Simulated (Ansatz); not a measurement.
The structure in question:

```yaml
crystal:
  lattice:
    - [3.99759, 0.00000, 0.00000]
    - [-1.99879, 3.46201, 0.00000]
    - [0.00000, 0.00000, 6.59938]
  atoms:
    - { symbol: Ge, position: [0.66667, 0.33333, 0.06290] }
    - { symbol: Ge, position: [0.33333, 0.66667, 0.56290] }
    - { symbol: Ge, position: [0.66667, 0.33333, 0.43710] }
    - { symbol: Ge, position: [0.33333, 0.66667, 0.93710] }
```

Characterise the structure given above.

The element is germanium. Its lattice is primitive hexagonal, its space group P6_3/mmc (No. 194). Structure type: hexagonal diamond (lonsdaleite type). The cell holds four atoms. The coordination shell of Ge holds four Ge in a tetrahedral arrangement at 2.45 to 2.47 Å. The bonds build a three-dimensional framework.

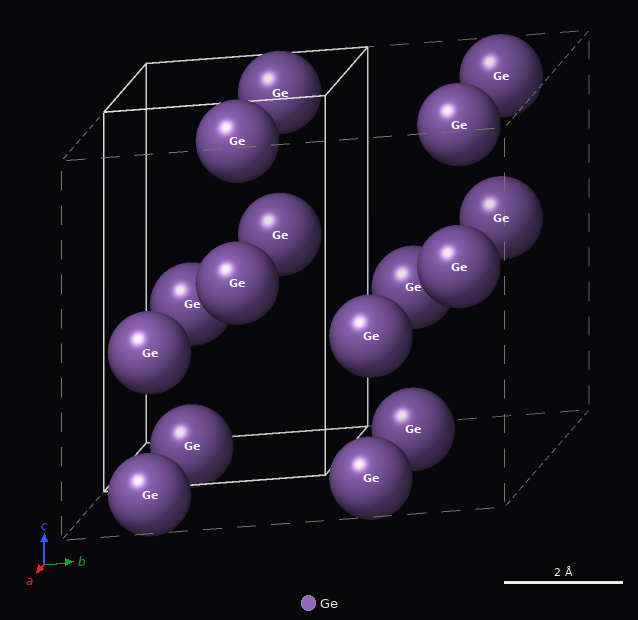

View slightly off an axis, drawn as a spheres-only model. A 2×2×1 array of cells is drawn; the conventional unit cell has the solid edges.

It derives from a structure listed in the Materials Project. The atoms were relaxed in a fixed cell with DFT r2SCAN, scalar-relativistic, plane waves, PAW (Ansatz).
